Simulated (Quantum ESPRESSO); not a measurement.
Single-point calculation, with input and output: TaN (part 2 of 2)

TaN (2 atoms in the cell); Kohn-Sham DFT of a periodic cell, LDA, GBRV 1.5 LDA, no spin polarisation (Quantum ESPRESSO 7.5); cutoff 761.92 eV, 10×10×9 k-mesh, fermi-dirac of 0.05 eV. The structure derives from an entry of the Crystallography Open Database. The volume is scaled by 0.96.

Geometry of the input (Å; fractional positions):
```
2.8983  0.0000  0.0000
-1.4491  2.5100  0.0000
0.0000  0.0000  2.8440
Ta 0.0000  0.0000  0.5000
N  0.6667  0.3333  0.0000
```

Output, continued:
```
   -47.5088 -14.0168 -13.9293 -13.6673   3.9482  14.4264  15.8953  16.6118
    18.0680  23.1766  23.2859  25.2224  25.9509  26.7056  33.7410

          k = 0.0000 0.2309 0.2265 (   991 PWs)   bands (ev):

   -47.4911 -14.2587 -13.9613 -13.6370   4.4680  14.1022  15.2990  16.4850
    18.9678  22.3379  22.8181  25.3468  26.5155  27.5738  33.6849

          k = 0.0000 0.2309 0.3397 (   995 PWs)   bands (ev):

   -47.4709 -14.5949 -13.9182 -13.6022   5.0798  13.0508  15.6658  16.2525
    19.3426  22.0114  23.3430  24.9715  26.2528  28.7579  34.0903

          k = 0.0000 0.2309 0.4529 (   995 PWs)   bands (ev):

   -47.4576 -14.8060 -13.8890 -13.5794   5.5050  12.3637  15.9803  16.0575
    19.2567  22.0736  24.0151  24.8938  25.7764  30.4877  32.8791

          k = 0.0000 0.3464 0.0000 (   999 PWs)   bands (ev):

   -47.4873 -14.3926 -13.7624 -13.7571   4.5030  13.2600  16.0832  17.1166
    17.6292  23.1925  24.2395  25.2635  26.1150  27.1817  34.4474

          k = 0.0000 0.3464 0.1132 (   988 PWs)   bands (ev):

   -47.4804 -14.3742 -13.8784 -13.7497   4.6209  13.3269  15.6616  16.9160
    18.0804  23.3589  23.6671  25.4668  26.0754  28.0658  34.0542

          k = 0.0000 0.3464 0.2265 (   993 PWs)   bands (ev):

   -47.4629 -14.3324 -14.1704 -13.7175   4.8906  13.3159  15.2411  16.4033
    18.8219  23.2927  23.3029  25.4728  26.9277  29.0916  33.7117

          k = 0.0000 0.3464 0.3397 (   984 PWs)   bands (ev):

   -47.4430 -14.5106 -14.2602 -13.6805   5.1464  13.1035  15.2299  15.8328
    19.2123  23.4089  23.6985  25.6468  27.1426  30.1416  34.0818

          k = 0.0000 0.3464 0.4529 (   987 PWs)   bands (ev):

   -47.4300 -14.7109 -14.2262 -13.6562   5.2827  12.9709  15.2642  15.4739
    19.2333  23.6707  24.3528  25.8745  26.9618  31.5163  33.8329

          k = 0.0000 0.4619 0.0000 (   992 PWs)   bands (ev):

   -47.4641 -14.6767 -13.8287 -13.7142   5.1567  12.5429  15.5690  17.3542
    17.4471  23.9921  24.2820  25.9800  26.1888  28.1078  33.9610

          k = 0.0000 0.4619 0.1132 (   988 PWs)   bands (ev):

   -47.4573 -14.6548 -13.8316 -13.8154   5.1863  12.5625  15.3496  17.0799
    17.9374  24.1076  24.1525  25.8007  26.3229  28.9590  33.8083

          k = 0.0000 0.4619 0.2265 (   988 PWs)   bands (ev):

   -47.4401 -14.5989 -14.1194 -13.7817   5.2136  12.5969  15.2375  16.2778
    18.9559  23.6070  24.5518  25.9916  27.0495  30.1133  33.6201

          k = 0.0000 0.4619 0.3397 (   980 PWs)   bands (ev):

   -47.4204 -14.5363 -14.4304 -13.7429   5.1673  12.7811  15.1213  15.5110
    19.6978  23.9184  25.0549  26.4078  27.6287  30.8889  33.8468

          k = 0.0000 0.4619 0.4529 (   980 PWs)   bands (ev):

   -47.4075 -14.6325 -14.4882 -13.7174   5.0975  13.1297  14.7722  15.0668
    19.9941  24.8258  25.4486  26.7253  27.8408  31.6173  33.8315

          k = 0.0000-0.5774 0.0000 (   990 PWs)   bands (ev):

   -47.4552 -14.7821 -13.8538 -13.6978   5.4209  12.2891  15.3860  17.1400
    17.5583  23.9010  25.0595  26.1809  26.3646  28.6622  32.5039

          k = 0.0000-0.5774 0.1132 (   986 PWs)   bands (ev):

   -47.4484 -14.7591 -13.8403 -13.8134   5.4107  12.2868  15.2290  17.1237
    17.8092  24.3485  24.4108  26.3229  26.5176  29.3533  32.5597

          k = 0.0000-0.5774 0.2265 (   986 PWs)   bands (ev):

   -47.4313 -14.7001 -14.0976 -13.8059   5.3336  12.3290  15.2184  16.2210
    19.0364  23.6414  25.2444  26.5780  26.9716  30.5652  32.6600

          k = 0.0000-0.5774 0.3397 (   984 PWs)   bands (ev):

   -47.4117 -14.6319 -14.4068 -13.7665   5.1688  12.6119  15.0838  15.3931
    20.0442  23.9510  25.9937  26.8748  27.6256  31.1915  33.1687

          k = 0.0000-0.5774 0.4529 (   966 PWs)   bands (ev):

   -47.3989 -14.6021 -14.5860 -13.7406   5.0259  13.1111  14.6036  14.9230
    20.5077  25.0411  26.3898  27.1530  28.1337  31.3930  33.5145

          k = 0.1000 0.1732 0.0000 (   981 PWs)   bands (ev):

   -47.5229 -13.9192 -13.8226 -13.6675   3.5608  14.6591  16.4719  17.0213
    17.1571  23.4027  24.5477  24.7329  25.3200  25.7513  34.0191

          k = 0.1000 0.1732 0.1132 (   991 PWs)   bands (ev):

   -47.5159 -13.9637 -13.8935 -13.6557   3.7831  14.8230  15.7695  16.5430
    18.1323  22.8755  23.5317  25.1387  25.8981  26.3759  33.7867

          k = 0.1000 0.1732 0.2265 (   995 PWs)   bands (ev):

   -47.4981 -14.2748 -13.8628 -13.6256   4.3581  14.2825  15.2948  16.5025
    19.1423  21.9249  22.9155  25.3277  26.3809  27.1058  33.8422

          k = 0.1000 0.1732 0.3397 (   997 PWs)   bands (ev):

   -47.4778 -14.6160 -13.8214 -13.5912   5.0555  12.9795  15.7555  16.4220
    19.5261  21.6586  23.3407  24.7500  26.0383  28.2953  34.1028

          k = 0.1000 0.1732 0.4529 (   998 PWs)   bands (ev):

   -47.4645 -14.8295 -13.7940 -13.5685   5.5603  12.1690  15.9263  16.4742
    19.3907  21.7513  24.0380  24.5315  25.4932  30.1021  32.5734

          k = 0.1000 0.2887 0.0000 (   994 PWs)   bands (ev):

   -47.4972 -14.2384 -13.7753 -13.7655   4.2414  13.6770  16.3412  16.7538
    17.7717  22.7405  24.0305  25.2490  26.3992  26.8260  34.2988

          k = 0.1000 0.2887 0.1132 (   994 PWs)   bands (ev):

   -47.4902 -14.2225 -13.8978 -13.7528   4.3907  13.8310  15.6111  16.7426
    18.2405  22.5252  23.9118  25.4893  26.1492  27.6884  33.8340

          k = 0.1000 0.2887 0.2265 (   992 PWs)   bands (ev):

   -47.4727 -14.2341 -14.1452 -13.7203   4.7515  13.9368  14.8327  16.4361
    18.9580  22.2553  23.8006  25.3982  26.7870  28.6194  33.5419

          k = 0.1000 0.2887 0.3397 (   994 PWs)   bands (ev):

   -47.4526 -14.5394 -14.1172 -13.6831   5.1342  13.3141  14.9569  16.1480
    19.1925  22.6473  24.0572  25.1211  26.8970  29.7356  34.0640

          k = 0.1000 0.2887 0.4529 (   994 PWs)   bands (ev):

   -47.4395 -14.7441 -14.0847 -13.6586   5.3691  12.8756  14.9568  16.2098
    19.0241  23.1119  24.2501  25.4428  26.6032  31.2602  33.5840

          k = 0.1000 0.4041 0.0000 (   993 PWs)   bands (ev):

   -47.4713 -14.5418 -13.8629 -13.7276   4.9617  12.8862  15.7629  16.7294
    18.1792  23.0119  23.5414  25.8705  26.8078  28.2114  34.6954

          k = 0.1000 0.4041 0.1132 (   991 PWs)   bands (ev):

   -47.4644 -14.5215 -13.8513 -13.8440   5.0186  12.9901  15.3551  16.6800
    18.4417  22.7719  24.2486  25.6219  26.6538  28.9544  34.2370

          k = 0.1000 0.4041 0.2265 (   984 PWs)   bands (ev):

   -47.4471 -14.4701 -14.1362 -13.8144   5.1237  13.1099  14.9688  16.1713
    19.0724  23.0038  24.5679  25.6416  27.0828  29.9013  33.7058

          k = 0.1000 0.4041 0.3397 (   984 PWs)   bands (ev):

   -47.4274 -14.4689 -14.3930 -13.7745   5.1776  13.1365  14.6436  15.8776
    19.4496  23.7916  24.6770  25.9794  27.5302  30.6917  33.8830

          k = 0.1000 0.4041 0.4529 (   984 PWs)   bands (ev):

   -47.4145 -14.6570 -14.3636 -13.7483   5.1772  13.2593  14.1716  15.9500
    19.4656  24.6380  24.9009  26.3650  27.6023  31.7016  34.0859

          k = 0.1000 0.5196 0.0000 (   988 PWs)   bands (ev):

   -47.4552 -14.7227 -13.9224 -13.6978   5.4377  12.4574  15.4410  16.4991
    18.3029  23.2532  24.2126  25.6673  26.9587  29.7092  33.2231

          k = 0.1000 0.5196 0.1132 (   990 PWs)   bands (ev):

   -47.4485 -14.7003 -13.9084 -13.8133   5.4240  12.5137  15.2073  16.5150
    18.4306  23.4714  24.5700  25.6022  26.8520  30.2229  33.1060

          k = 0.1000 0.5196 0.2265 (   984 PWs)   bands (ev):

   -47.4313 -14.6427 -14.0976 -13.8718   5.3456  12.6009  15.1280  15.8958
    19.2088  23.7402  25.0938  25.9229  27.1322  31.0317  32.8733

          k = 0.1000 0.5196 0.3397 (   975 PWs)   bands (ev):

   -47.4117 -14.5764 -14.4064 -13.8304   5.1908  12.7956  14.5951  15.7397
    19.9540  24.2623  25.6821  26.5112  27.7795  31.2754  33.0614

          k = 0.1000 0.5196 0.4529 (   975 PWs)   bands (ev):

   -47.3989 -14.6022 -14.5311 -13.8030   5.0593  13.2093  13.8449  15.7963
    20.2630  25.0941  26.2429  27.0184  28.1799  31.4433  33.3893

          k = 0.2000 0.3464 0.0000 (   989 PWs)   bands (ev):

   -47.4740 -14.4508 -13.9186 -13.7327   4.8951  13.1134  15.8627  16.4135
    18.5979  22.1914  23.1991  25.9211  27.2743  28.3776  34.8394

          k = 0.2000 0.3464 0.1132 (   994 PWs)   bands (ev):

   -47.4672 -14.4315 -13.9044 -13.8514   4.9609  13.3359  15.1815  16.4789
    18.8462  21.9635  24.0584  25.8119  26.9213  29.0226  34.1981

          k = 0.2000 0.3464 0.2265 (   989 PWs)   bands (ev):

   -47.4498 -14.3842 -14.1409 -13.8681   5.0936  13.8337  14.2624  16.1409
    19.2462  22.4271  24.8530  25.6476  27.0167  29.8348  33.5387

          k = 0.2000 0.3464 0.3397 (   986 PWs)   bands (ev):

   -47.4301 -14.4717 -14.3130 -13.8264   5.1884  13.6465  14.0628  16.0215
    19.3620  23.5439  24.9793  25.6637  27.4426  30.6189  33.7836

          k = 0.2000 0.3464 0.4529 (   980 PWs)   bands (ev):

   -47.4171 -14.6664 -14.2796 -13.7990   5.2196  13.4286  13.8452  16.3562
    19.1607  24.5200  24.8098  26.2005  27.5153  31.7246  34.4039

          k = 0.2000 0.4619 0.0000 (   986 PWs)   bands (ev):

   -47.4552 -14.5963 -14.0637 -13.6979   5.4644  12.7866  15.5345  15.8646
    19.3295  22.4399  22.5528  25.4960  27.8864  30.5902  34.4611

          k = 0.2000 0.4619 0.1132 (   985 PWs)   bands (ev):

   -47.4484 -14.5750 -14.0482 -13.8133   5.4451  13.0085  14.9876  15.9370
    19.3471  22.2506  23.8099  25.5463  27.5437  30.9239  33.9278

          k = 0.2000 0.4619 0.2265 (   986 PWs)   bands (ev):

   -47.4313 -14.5208 -14.0972 -14.0079   5.3649  13.2962  14.5181  15.6176
    19.5861  23.0963  25.1643  25.7824  27.2251  31.2824  33.1044

          k = 0.2000 0.4619 0.3397 (   981 PWs)   bands (ev):

   -47.4117 -14.4624 -14.4013 -13.9624   5.2270  13.1488  14.1404  15.9028
    19.8345  24.4314  25.4151  26.4944  27.6840  31.1899  32.9365

          k = 0.2000 0.4619 0.4529 (   981 PWs)   bands (ev):

   -47.3989 -14.6026 -14.4139 -13.9323   5.1147  12.9854  13.7924  16.4399
    19.8401  25.1716  25.9099  27.0465  28.1719  31.4852  33.0714

          k = 0.2000 0.5774 0.0000 (   982 PWs)   bands (ev):

   -47.4480 -14.6466 -14.1232 -13.6846   5.6935  12.6952  15.4201  15.5950
    19.5134  22.3146  23.4289  24.4075  28.0911  32.4242  33.3578

          k = 0.2000 0.5774 0.1132 (   986 PWs)   bands (ev):

   -47.4413 -14.6247 -14.1071 -13.7987   5.6365  12.8923  15.0254  15.5963
    19.4327  22.9563  23.7614  24.8121  27.7069  32.6842  33.0045

          k = 0.2000 0.5774 0.2265 (   988 PWs)   bands (ev):

   -47.4242 -14.5686 -14.0832 -14.0619   5.4679  13.0612  14.9362  15.1293
    19.7179  23.8567  24.7965  25.8036  27.1713  32.0483  33.1330

          k = 0.2000 0.5774 0.3397 (   995 PWs)   bands (ev):

   -47.4047 -14.5038 -14.3851 -14.0182   5.2416  12.8793  14.2349  15.8727
    20.1338  24.9264  25.5235  26.6878  27.6537  31.1421  33.1439

          k = 0.2000 0.5774 0.4529 (   982 PWs)   bands (ev):

   -47.3919 -14.5778 -14.4607 -13.9870   5.0786  12.6915  13.8668  16.4680
    20.3263  25.4273  26.2888  27.3932  28.3960  30.9290  32.9227

          k = 0.3000 0.5196 0.0000 (   986 PWs)   bands (ev):

   -47.4453 -14.5387 -14.2812 -13.6796   5.7966  12.9272  15.1228  15.4326
    20.5663  21.9410  22.3111  24.0215  28.5795  33.2475  34.5127

          k = 0.3000 0.5196 0.1132 (   986 PWs)   bands (ev):

   -47.4386 -14.5174 -14.2639 -13.7931   5.7212  13.2924  14.6692  15.2869
    20.2073  22.4224  23.2936  24.3876  28.2144  32.9256  34.3332

          k = 0.3000 0.5196 0.2265 (   991 PWs)   bands (ev):

   -47.4215 -14.4631 -14.2195 -14.0722   5.5180  13.5546  14.4175  14.9616
    20.0915  23.4285  25.0036  25.3928  27.5200  31.8388  34.0462

          k = 0.3000 0.5196 0.3397 (   986 PWs)   bands (ev):

   -47.4020 -14.4023 -14.3746 -14.1682   5.2694  12.8334  14.2574  15.8692
    20.2310  24.7911  25.7256  26.9116  27.4794  30.7842  33.4728

          k = 0.3000 0.5196 0.4529 (   978 PWs)   bands (ev):

   -47.3893 -14.5686 -14.3587 -14.1343   5.0990  12.3739  14.0652  16.7188
    20.3396  25.5766  26.0312  27.6541  28.4317  30.5981  33.0036

     the Fermi energy is    20.8190 ev

!    total energy              =    -162.28084896 Ry
     estimated scf accuracy    <          1.0E-10 Ry
     smearing contrib. (-TS)   =      -0.00002272 Ry
     internal energy E=F+TS    =    -162.28082624 Ry

     The total energy is F=E-TS. E is the sum of the following terms:
     one-electron contribution =      -4.51770327 Ry
     hartree contribution      =      14.57966060 Ry
     xc contribution           =     -47.61868600 Ry
     ewald contribution        =    -124.72409757 Ry

     convergence has been achieved in   8 iterations

     Computing stress (Cartesian axis) and pressure

     negative rho (up, down):  9.850E-02 0.000E+00
          total   stress  (Ry/bohr**3)                   (kbar)     P=       37.23
   0.00024602  -0.00000000   0.00000000           36.19       -0.00        0.00
  -0.00000000   0.00024602   0.00000000           -0.00       36.19        0.00
  -0.00000000   0.00000000   0.00026720           -0.00        0.00       39.31

=------------------------------------------------------------------------------=
   JOB DONE.
=------------------------------------------------------------------------------=
```

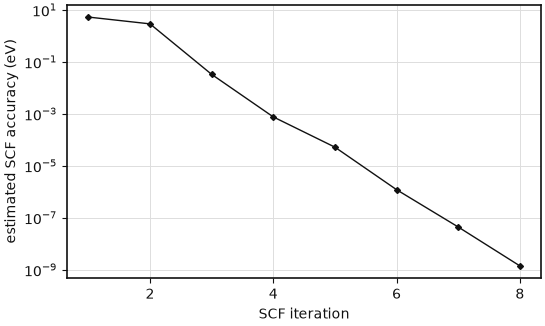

Fig. 1: Convergence of the self-consistent field: estimated SCF accuracy against the iteration. The field takes 8 iterations in all.

Results in brief:

| quantity | value |
| --- | --- |
| outcome | converged |
| space group (tolerance 0.01 Å) | P-6m2 (187) |
| electrons treated | 18 |
| free energy | −2207.9434 eV |
| Fermi energy | 20.819 eV |
| gap on the k-point mesh | none (metallic) |
| pressure | 3.72 GPa |
| wall time | 5.4 s (CPU time 10 s) |
| peak memory | 0.26 GiB |

Notes:

Notes on the run: negative rho. Spin–orbit coupling is left out, which matters for Ta.
